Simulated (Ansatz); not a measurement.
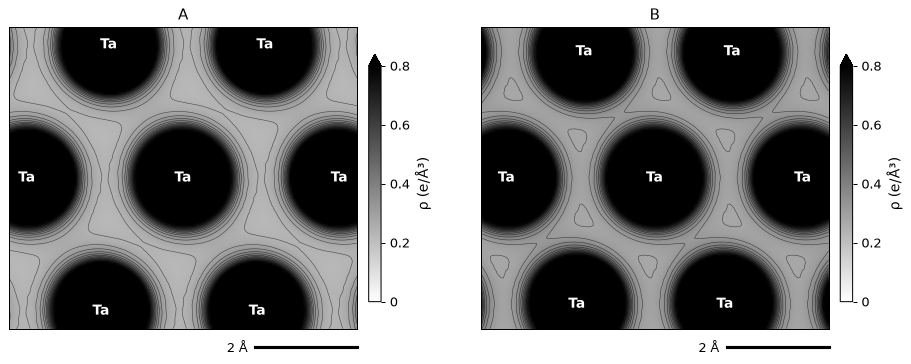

Ta. The valence charge density (pseudo) of two cells that differ in size, on the (11̄0) plane of each (indices in the axes of the calculation cell), at one length scale and on one colour scale: A has 20.8 Å³ an atom and B 17.7.

All numbers below come from DFT, BLYP, plane waves (420 eV) with PAW, scalar-relativistic in Ansatz.

The density is the valence pseudo-density of a PAW calculation; it isn't the true density close to the nuclei.

The larger cell:

```
CELL_PARAMETERS angstrom
-3.65663 3.65729 1.49962
3.65729 -3.65663 1.49962
1.89776 1.89776 -1.49841
ATOMIC_POSITIONS crystal
Ta 0.99995 0.00005 0.00000
Ta 0.75005 0.24995 0.50000
```

The smaller cell: a = 5.105 Å, b = 5.105 Å, c = 2.914 Å, α = 97.80°, β = 97.80°, γ = 147.66°.

**What changes from the larger cell to the smaller?**

From the larger cell to the smaller, Ta–Ta goes from 3.00 to 2.84 Å, and the density at its midpoint from 0.26 to 0.32 e/Å³; the pressure goes from −12 to 17 GPa.
